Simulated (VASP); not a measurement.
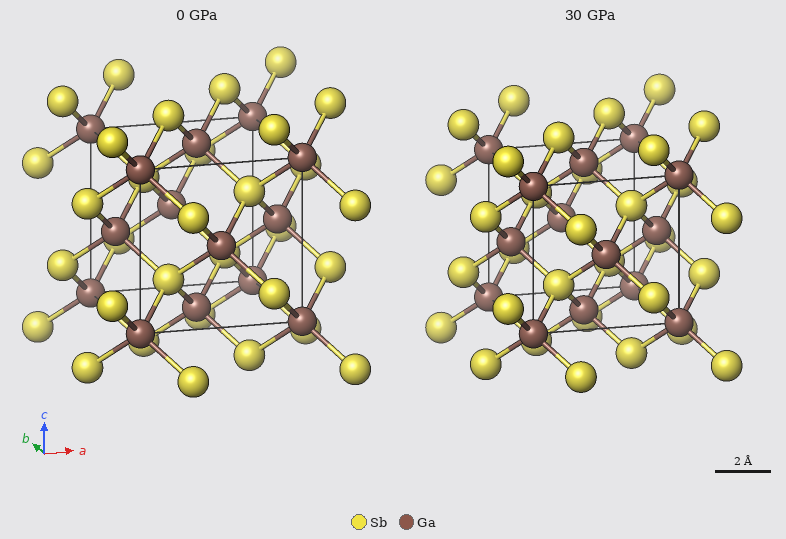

Crystalline GaSb (set up in F-43m), relaxed (cell and atoms) at several target pressures. The picture shows the first and the last member. Style: ball-and-stick. Shown: the conventional cell (4 times the calculation's cell), slightly off an axis. Lengths and directions refer to the drawn axes.

Computed with VASP 6.6.1: PBE, VASP PAW PBE potentials, recommended. Settings: plane-wave cutoff 600 eV; k-point mesh 8 × 8 × 8; occupations fermi-dirac; smearing width 0.05 eV; no spin polarisation.

```tsv
pressure (GPa)	volume (Å³/atom)	a (Å)
0	30.038	6.217
2	28.838	6.133
5	27.425	6.031
10	?	?
20	23.426	5.723
30	21.856	5.592
```

### Fill in the missing row.

Murnaghan's form V = V₀(1 + B′P/B₀)^(−1/B′), with V₀ = 30.038 Å³ from the row at zero pressure, fits the other rows with B₀ = 45.4 GPa and B′ = 4.18 (largest miss 0.028 Å³). At 10 GPa it gives 30.038 × (1 + 4.18 × 10/45.4)^(−1/4.18) = 25.696 Å³ per atom. The calculation gives 25.704 Å³/atom (a = 5.902 Å). The estimate is 0.008 Å³/atom too low. From the first member to the last: Ga–Sb 2.692 → 2.421 Å.

The whole series:

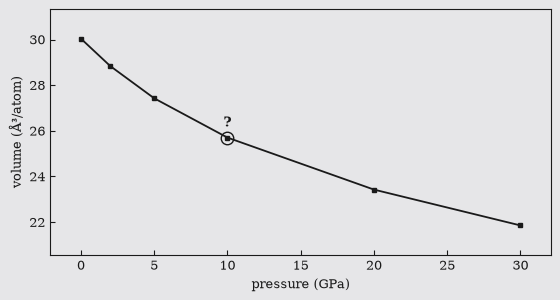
